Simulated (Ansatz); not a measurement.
System: I, space group Cmce (No. 64).

Starting cell:
```xyz
4
Lattice="3.6350 -2.3950 0.0000 3.6350 2.3950 0.0000 0.0000 0.0000 9.7934" Properties=species:S:1:pos:R:3 pbc="T T T"
I     3.6350   -0.7152    3.7646
I     3.6350    1.6799    1.1321
I     3.6350    0.7152    6.0288
I     3.6350   -1.6799    8.6613
```

How it was computed, with Ansatz 0.2.0: all-electron LAPW DFT, no spin polarisation; energies at scaled volumes of the given cell, shape and fractions fixed, counted from the fit's minimum, third-order Birch-Murnaghan fit. Level: LDA.

- k mesh: 7×7×3
- occupations: Fermi–Dirac
- smearing width: 0.05 eV
- potentials: all electron LAPW, scalar relativistic
- program settings: basis error eV/atom 0.002

What does the calculation give for the energy and pressure against volume? The volume takes the values 40.07, 40.93, 41.78, 42.63, 43.48, 44.34, 45.19 Å³/atom.

A third-order Birch–Murnaghan fit gives V0 = 41.19 Å³/atom, B0 = 28.1 GPa and B′ = 5.1. The energy is 2.82 meV/atom at volume 40.07 Å³/atom and 28.25 meV/atom at 45.19 Å³/atom; the lowest computed point is at volume 40.93 Å³/atom (0.15 meV/atom), in a single well. The pressure falls from 0.84 GPa at volume 40.07 Å³/atom to −2.06 GPa at 45.19 Å³/atom, and changes sign near 41.21 Å³/atom.

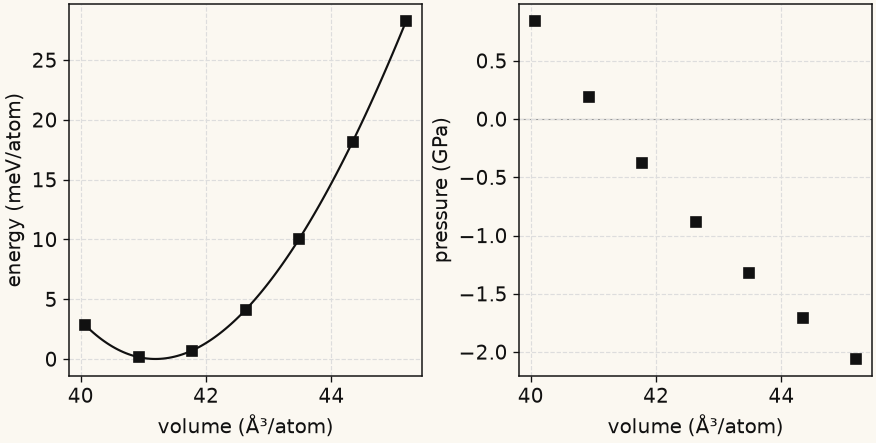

Limits of the calculation: shape and atomic fractions are frozen while scaling, which makes layered, chain and framework solids too stiff.
